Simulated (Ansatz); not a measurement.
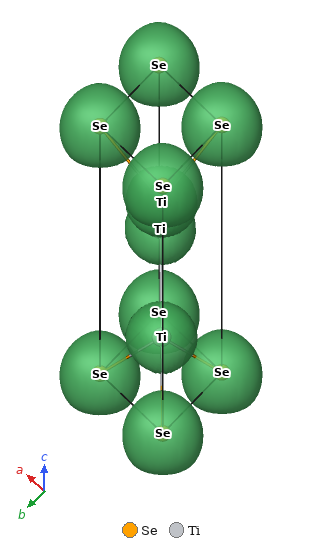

Ti3Se. Isosurface of the valence pseudo-density at 0.5 e/Å³ (green), seen at an oblique angle. Sticks mark near contacts.

Space group P-6m2; a structure from a database of computed crystals, not necessarily the ambient phase.

Theory: Kohn-Sham DFT of a periodic cell, HSE06, Ansatz PAW (Ansatz 0.2.0).

Core electrons are frozen (PAW), and the valence fields are smoothed inside the atomic spheres.

Question: Which contacts does the surface bridge?

Answer: At this value the density breaks into separate islands; it holds about 75 % of the electrons treated as valence (semicore included). It bridges none of the near contacts. It is pinched off along the sampled Ti–Se (2.55 Å) and Ti–Ti (2.83 Å) contacts. On the grid the lowest density along these lines, outside the cores, is 0.35 e/Å³ (Ti–Se, 2.55 Å) and 0.2 e/Å³ (Ti–Ti, 2.83 Å).

Question: Does the calculation make it a metal, or give it a gap?

Answer: It is gapless in this calculation (a metal or semimetal); semilocal functionals without U, or without the true magnetic order, often close the gap of such compounds.
